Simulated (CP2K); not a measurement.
**A series of single points on Rb**

System: Rb (1 atom in the cell).
Method: Kohn-Sham DFT of a periodic cell, PBEsol, GTH-PBE with UZH-TZVP basis, no spin polarisation (CP2K 2026.2).

The 6 runs differ only in the geometry, by an even scaling of the cell at fixed fractional positions. The structure derives from an entry of the Crystallography Open Database.

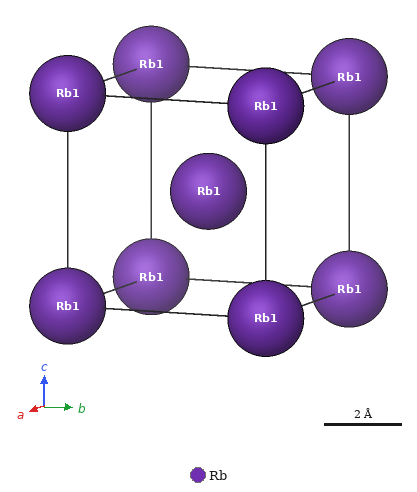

Figure 1. The structure of run 4 (spheres-only view of the cell 2 times as large as that of the calculation, set on its symmetry axes, seen slightly off an axis; atoms are numbered from 1 in the order of the input).

**Input of run 4**
```
&GLOBAL
  PROJECT rb_eos
  RUN_TYPE ENERGY_FORCE
  PRINT_LEVEL LOW
&END GLOBAL
&FORCE_EVAL
  METHOD QS
  STRESS_TENSOR ANALYTICAL
  &DFT
    BASIS_SET_FILE_NAME BASIS_MOLOPT_UZH
    POTENTIAL_FILE_NAME POTENTIAL_UZH
    WFN_RESTART_FILE_NAME previous-RESTART.kp
    &MGRID
      CUTOFF 450
      REL_CUTOFF 60
      NGRIDS 5
    &END MGRID
    &QS
      METHOD GPW
      EPS_DEFAULT 1.0E-9
    &END QS
    &KPOINTS
      SCHEME MONKHORST-PACK 7 7 7
      GAMMA_CENTERED T
      SYMMETRY T
      SYMMETRY_BACKEND SPGLIB
    &END KPOINTS
    &SCF
      SCF_GUESS RESTART
      EPS_SCF 1.0E-6
      MAX_SCF 100
      ADDED_MOS 8
      CHOLESKY OFF
      EPS_EIGVAL 1.0E-7
      &DIAGONALIZATION ON
        ALGORITHM STANDARD
      &END DIAGONALIZATION
      &MIXING ON
        METHOD BROYDEN_MIXING
        ALPHA 0.4
        BETA 1.5
        NBUFFER 8
      &END MIXING
      &SMEAR ON
        METHOD FERMI_DIRAC
        ELECTRONIC_TEMPERATURE 300.56
      &END SMEAR
    &END SCF
    &XC
      &XC_FUNCTIONAL
        &GGA_X_PBE_SOL
        &END GGA_X_PBE_SOL
        &GGA_C_PBE_SOL
        &END GGA_C_PBE_SOL
      &END XC_FUNCTIONAL
    &END XC
    &PRINT
      &KPOINTS ON
      &END KPOINTS
      &MULLIKEN ON
      &END MULLIKEN
      &MO ON
        ENERGIES T
        OCCUPATION_NUMBERS T
        &EACH
          QS_SCF 0
        &END EACH
        ADD_LAST NUMERIC
      &END MO
    &END PRINT
  &END DFT
  &SUBSYS
    &CELL
      A 4.8862194998 0.0000000000 0.0000000000
      B -1.6287398333 4.6067719236 0.0000000000
      C -1.6287398333 -2.3033859617 3.9895815153
      PERIODIC XYZ
    &END CELL
    &COORD
      Rb  0.0000000000 0.0000000000 0.0000000000
    &END COORD
    &KIND Rb
      BASIS_SET TZVP-MOLOPT-PBE-GTH-q9
      POTENTIAL GTH-PBE-q9
    &END KIND
    &PRINT
      &ATOMIC_COORDINATES ON
      &END ATOMIC_COORDINATES
      &CELL ON
      &END CELL
    &END PRINT
  &END SUBSYS
  &PRINT
    &FORCES ON
    &END FORCES
    &STRESS_TENSOR ON
    &END STRESS_TENSOR
  &END PRINT
&END FORCE_EVAL
```

Command:
```bash
OMP_NUM_THREADS=2 cp2k.psmp -i rb_eos.inp -o rb_eos.out
```

Run 2 differs from it as follows:
```diff
-      A 4.8862194998 0.0000000000 0.0000000000
-      B -1.6287398333 4.6067719236 0.0000000000
-      C -1.6287398333 -2.3033859617 3.9895815153
+      A 4.7884687734 0.0000000000 0.0000000000
+      B -1.5961562578 4.5146116549 0.0000000000
+      C -1.5961562578 -2.2573058274 3.9097683814
```

**Results, with one run withheld**

| run | volume per atom (Å³) | free energy per atom, from the lowest run given (meV) | pressure (GPa) |
| --- | --- | --- | --- |
| 1 | 82.761 | 2.06 | 0.17 |
| 2 | 84.522 | ? | ? |
| 3 | 86.283 | 0.00 | 0.03 |
| 4 | 89.804 | 0.76 | −0.09 |
| 5 | 91.565 | 2.03 | −0.14 |
| 6 | 93.326 | 3.82 | −0.19 |

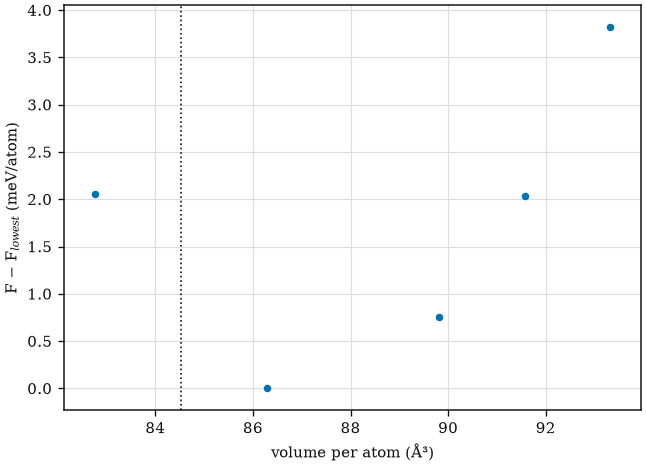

Figure 2. Free energy per atom of the runs given; the dotted line marks run 2.

What should run 2 give?

A cubic polynomial in V^(−2/3) (the Birch–Murnaghan form), fitted to the 5 runs given, misses them by under 0.01 meV per atom. With x = V^(−2/3) − 0.05031 Å⁻², it reads F = 0.22312 − 891.09 x + 7.1296e+05 x² + 2.2871e+05 x³ (meV per atom). At run 2 it gives 0.64 meV per atom, and the run itself gives 0.64. The slope of the fit gives a pressure −dF/dV of 0.09 GPa there, and the run prints 0.09 GPa. The fit has its minimum at 86.992 Å³ per atom, where V d²F/dV² gives 3.03 GPa: the bulk modulus at this level, since symmetry fixes the shape and the positions.

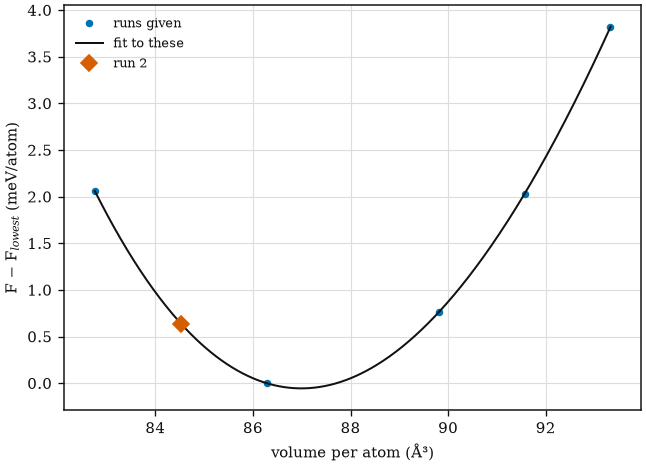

Figure 3. The fit and the withheld run.

**Some lines of the output (run 2)**
```
[...]
 CELL| Volume [angstrom^3]:                                            84.521674
 CELL_REF| Volume [angstrom^3]:                                        84.521674
                        Smear method:                                FERMI_DIRAC
  Step     Update method      Time    Convergence         Total energy    Change
  Fermi energy:                                                 0.05962825360626
  Total energy:                                               -24.00668010657338
  Total energy (extrapolated to T->0):                        -24.00663801569718
 MO| E(Fermi):            0.059628 a.u.          1.622567 eV
```
